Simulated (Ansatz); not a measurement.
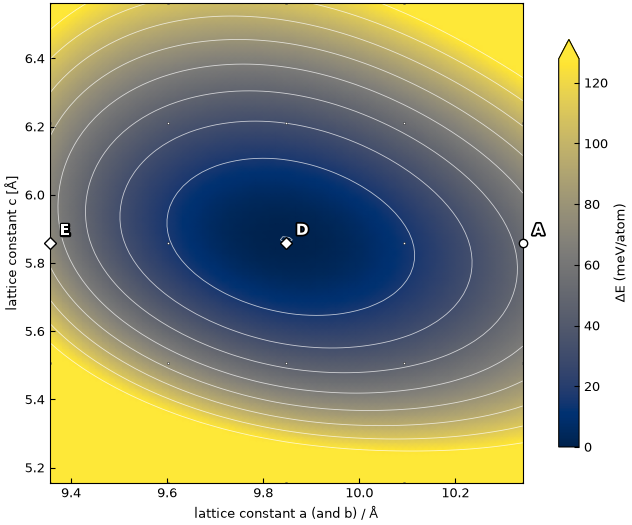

Ge (R-3, No. 148; 8 atoms in the cell). The energy is mapped over the lattice constants a and c of the conventional cell. Coordinates scanned: (1) lattice constant a (and b); (2) lattice constant c. Nothing is relaxed (fractional coordinates fixed). The grid has 5 × 5 points. Energies: meV/atom, counted from the lowest grid point. Computed with Ansatz 0.2.0, DFT PBEsol, scalar-relativistic, plane waves, PAW. Settings: cutoff 420 eV, k-mesh 9×9×9, gaussian smearing 0.15 eV, no spin polarisation.

Drawn: a smooth colour map with a few white contour lines, dots at the grid points, one colour for all values above the top of the scale, lettered points. Between grid points the surface is interpolated.

Question: Is E the lowest point of the computed grid?

Answer: No. E lies 73 meV/atom above the lowest grid point, which is at lattice constant a (and b) = 9.848 Å, lattice constant c = 5.858 Å.

Question: Rank the lettered points by energy, lowest first.

Answer: D (0 meV/atom), A (52 meV/atom), E (73 meV/atom).

PAW datasets: the set soft_1.
